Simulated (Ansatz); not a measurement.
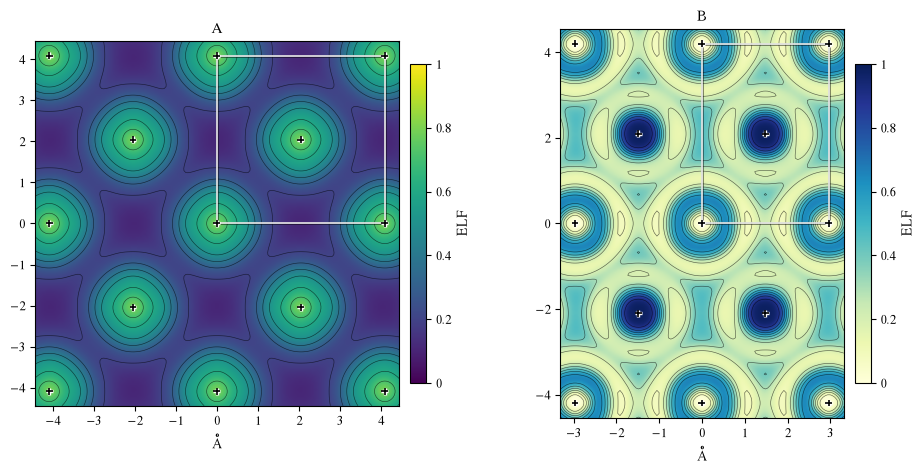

The ELF of 2 systems, each on a plane through atoms (crosses mark nuclei in the plane).

Computed with DFT, PBEsol, PAW with Ansatz's default frozen-core files, scalar-relativistic (Ansatz).

System 1: TiCo, the (101̄) plane of the conventional cell. Space group Pm-3m; a structure from a database of computed crystals, not necessarily the ambient phase; computed pressure about −4 GPa in this cell; spin-polarised.

System 2: Au, the (100) plane of the conventional cell. Space group Fm-3m; computed without spin polarisation.

```xyz
4
Lattice="4.0910 0.0000 0.0000 0.0000 4.0910 0.0000 0.0000 0.0000 4.0910" Properties=species:S:1:pos:R:3 pbc="T T T"
Au    0.0000    0.0000    0.0000
Au    2.0455    2.0455    0.0000
Au    2.0455    0.0000    2.0455
Au    0.0000    2.0455    2.0455
```

Q: Which map belongs to which system?

A: Panel A is system 2, Au: the plane holds Au. Au–Au (2.89 Å): the ELF is about 0.20 at the midpoint: no localised pair shows between them. Panel B is system 1, TiCo: the plane holds Ti and Co. Ti–Co (2.57 Å): the ELF is about 0.25 at the midpoint: no localised pair shows between them.
